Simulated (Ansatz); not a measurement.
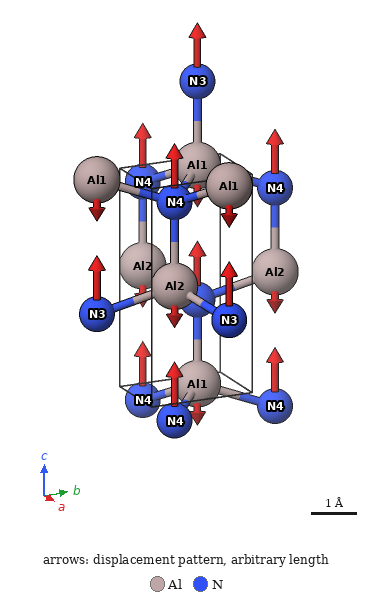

Normal modes of a crystal of AlN, at the zone centre. The optical levels lie at 239 (×2), 534, 585, 667 (×2), 678 (×2), 707 cm⁻¹. One mode is drawn. Displacements are drawn as red arrows; their common scale and sign are arbitrary. A ball-and-stick model of the cell of the calculation, seen slightly off an axis.

All numbers below come from DFT PBE, scalar-relativistic, plane waves, PAW (Ansatz 0.2.0). Settings: plane-wave cutoff 420 eV; k-point mesh 12 × 12 × 6; occupations gaussian; smearing width 0.05 eV; no spin polarisation.

Frequencies are those without the non-analytic (LO–TO) term.

### To which level does it belong?

The level at 585 cm⁻¹. This is the A₁ mode, optical level 3 of 6, counted from below, infrared- and Raman-active by symmetry. The N sublattice moves against the Al sublattice, along c; it stretches the Al–N bonds (1.92 Å); the kinetic energy is shared as N 66 %, Al 34 %.
